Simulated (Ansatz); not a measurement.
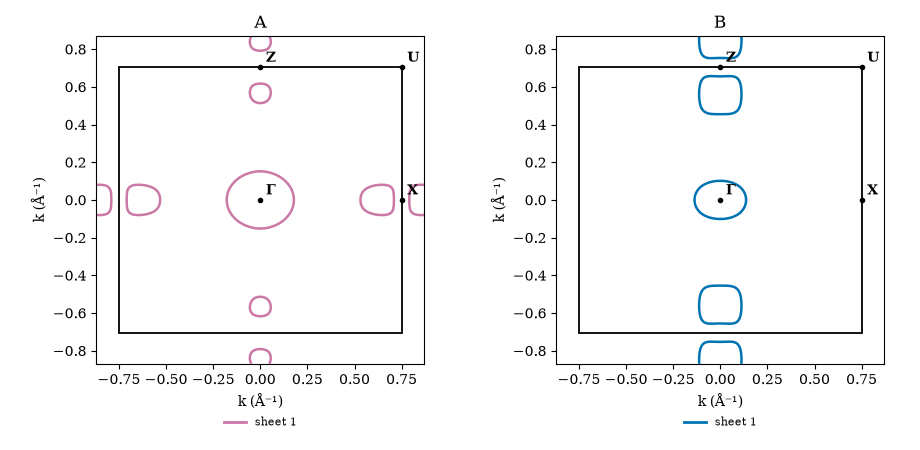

Constant-energy contours of a SnSe monolayer (space group of the slab cell Pmn2_1) near its two band edges (0.20 eV into the valence band, 0.15 eV into the conduction band), in unknown order.

Method: DFT PBE, scalar-relativistic, plane waves, PAW; levels and slopes on a dense k mesh at the converged density (Ansatz 0.2.0). No spin polarisation. k mesh for the levels: 46×42×1. Cell and positions as given, without relaxation.

Masses come from a second pass at points close to the extrema; at the energies drawn a band may no longer be parabolic.

Which panel shows the holes and which the electrons?

Answer. B shows the valence band (holes), A the conduction band (electrons).

Describe the extrema and the gap.

Answer. Valence band (extrema up to 0.20 eV from the edge): two equivalent maxima on the Γ–Z line, principal masses 0.16 and 0.27 mₑ; one maximum at Γ, 0.15 eV below the edge, principal masses 0.76 and 1.44 mₑ. Band 30 forms the valence edge.
Conduction band (extrema up to 0.15 eV from the edge): two equivalent minima on the Γ–X line, principal masses 0.15 and 0.19 mₑ; one minimum at Γ, 0.05 eV above the edge, principal masses 0.88 and 1.26 mₑ; two equivalent minima on the Γ–Z line, 0.08 eV above the edge, principal masses 0.14 and 0.18 mₑ. Band 31 forms the conduction edge.
The gap is indirect, 1.16 eV at this level of theory, which underestimates gaps and can reorder valleys that lie close.

Spin-orbit coupling, left out here, can change the gap, its kind, the place of the band edges and the masses, since the compound holds Sn and Se.
